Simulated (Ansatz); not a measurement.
**AlNi: density, localisation and related maps**

Input

```
crystal:
  lattice:
    - [1.938694, -1.95319015, 0.0]
    - [1.938694, 1.95319015, 0.0]
    - [0.0, 0.0, 3.0994300413]
  atoms:
    - { symbol: Ni, position: [0.5, 0.5, 0.5], spin: 1.5 }
    - { symbol: Al, position: [0.0, 0.0, 0.0] }
hamiltonian:
  xc: pbesol
  pseudopotentials: { kind: paw }
magnetization:
  spin_polarized: true
  initial_magnetization: 1.5
  spin_locking: { lock_magnetization: hard }
kpoints:
  mp_grid: { grid: [8, 8, 7] }
scf:
  occupations: { method: fermi_dirac, width: 0.05 }
  lower_state_search: "off"
output:
  forces: true
  stress: true
  eigenvalues: true
  write_density: true
  write_potential: true
  elf: true
  volumetric_format: npy
```

Run with:

```sh
ansatz run input.yaml --threads 2 --pin off --max-ram 5632MiB --backend cpu --events-out ev --progress --plain --runs-dir out
```

Below, planes, directions and counts refer to the conventional cell (a = 3.88 Å, b = 3.91 Å, c = 3.10 Å, α = 90.00°, β = 90.00°, γ = 90.00°).

Space group Cmmm; a structure from a database of computed crystals, not necessarily the ambient phase; computed pressure about 11 GPa in this cell; spin-polarised.

Computed with Ansatz 0.2.0, Kohn-Sham DFT of a periodic cell, PBEsol, Ansatz PAW.

The density is the valence pseudo-density of a PAW calculation; it isn't the true density close to the nuclei.

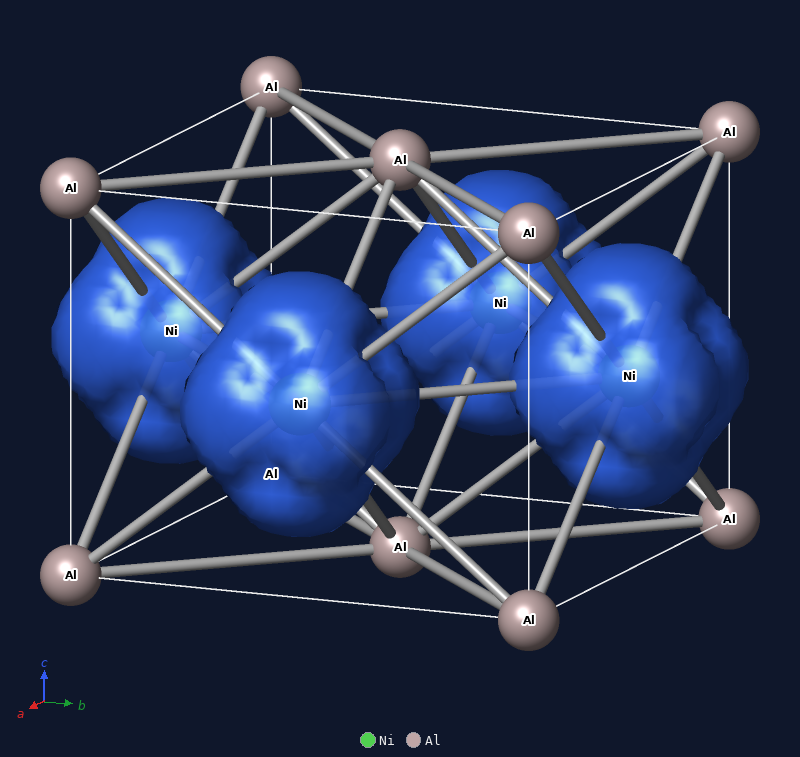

Figure 1. Isosurface of the spin density at +0.05 e/Å³ (blue), seen slightly off an axis. Sticks mark near contacts.

Q: Describe the spin distribution.

A: The spin density sits on Ni: +1.0 μB (×2) in one cell of 4 atoms, with smaller moments on Al (up to +0.17 μB): parallel main moments, as they must be, since the calculation's own cell holds one magnetic site. The cell of the calculation (2 atoms) carries 1.5 μB of net spin moment.

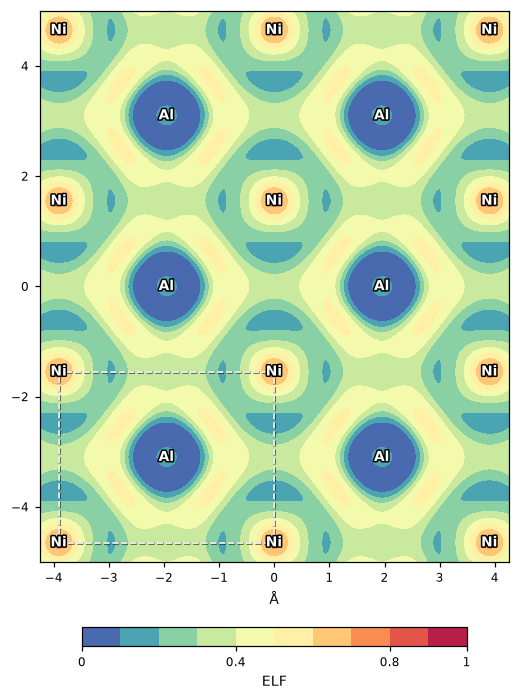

Figure 2. ELF on the (100) plane of the conventional cell.

Q: What does the map show?

A:
- The plane passes through Ni and Al nuclei.
- Al–Ni (2.49 Å): the ELF is about 0.40 at the midpoint.
- The features right at Ni lie inside the PAW spheres, where the map follows smoothed inner orbitals and isn't to be read closely.

Q: Does the calculation make it a metal, or give it a gap?

A: It is metallic or semimetallic at this level of theory: no gap opens.
